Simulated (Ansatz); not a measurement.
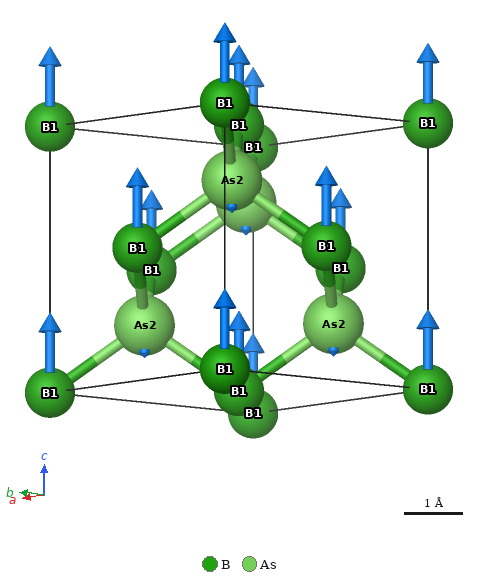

The lowest optical mode of crystalline BAs relaxed at 9 GPa, space group F-43m (No. 216), at the zone centre. The blue arrows are the displacements of the atoms (eigenvector over the root of the mass), of arbitrary overall length and sign. The picture is a ball-and-stick view of the conventional cell (4 times the calculation's cell), seen from a free direction. Lengths and directions refer to the drawn axes.

Computed with DFT PBEsol, scalar-relativistic, plane waves, PAW in Ansatz. Set-up: plane-wave cutoff 420 eV; k-point mesh 10 × 10 × 10; occupations fixed; target pressure 9 GPa; no spin polarisation.

Frequencies are those without the non-analytic (LO–TO) term.

Is the structure stable against all modes at this point?

Answer. Yes: this softest mode has a real frequency, and so have all others here. That speaks for this wave vector alone: the rest of the zone wasn't checked in this run. This is the T₂ mode (triply degenerate; one member of the set is drawn) at 90.6 meV, the only optical level, infrared- and Raman-active by symmetry. The B sublattice moves against the As sublattice, along c; the kinetic energy is shared as B 87 %, As 13 %. Its infrared intensity is 3.1 (D/Å)²/amu for the set. The value is the transverse one; the longitudinal partner lies at 737 cm⁻¹.
